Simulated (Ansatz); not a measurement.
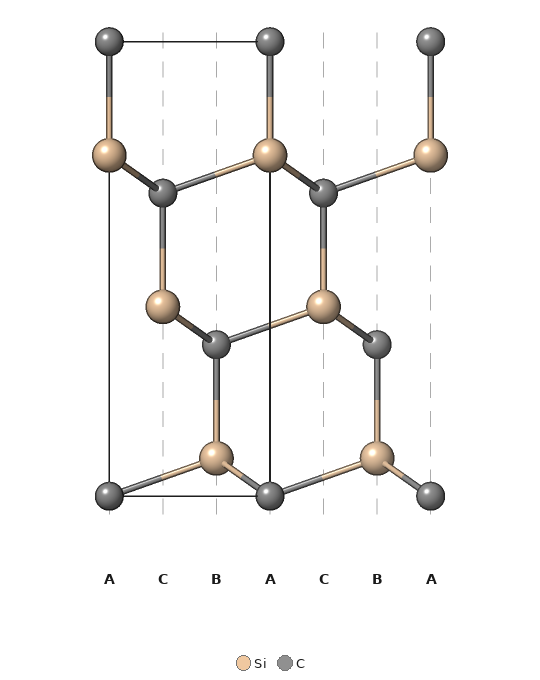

The picture looks along a close-packed row of the hexagonal mesh; [111] points upwards. The dashed lines mark the three columns A (0, 0), B (1/3, 2/3) and C (2/3, 1/3). The box is the hexagonal cell of the face-centred cubic lattice. The sequence starts with the first layer at or above the cell's origin.

System SiC; source of the atomic positions: the input geometry of an electronic-structure calculation (not necessarily at equilibrium).

Question: Give the sequence of layers in one repeat, with element and column.

Answer: C(A) – Si(B) – C(B) – Si(C) – C(C) – Si(A) (six layers in 7.59 Å).
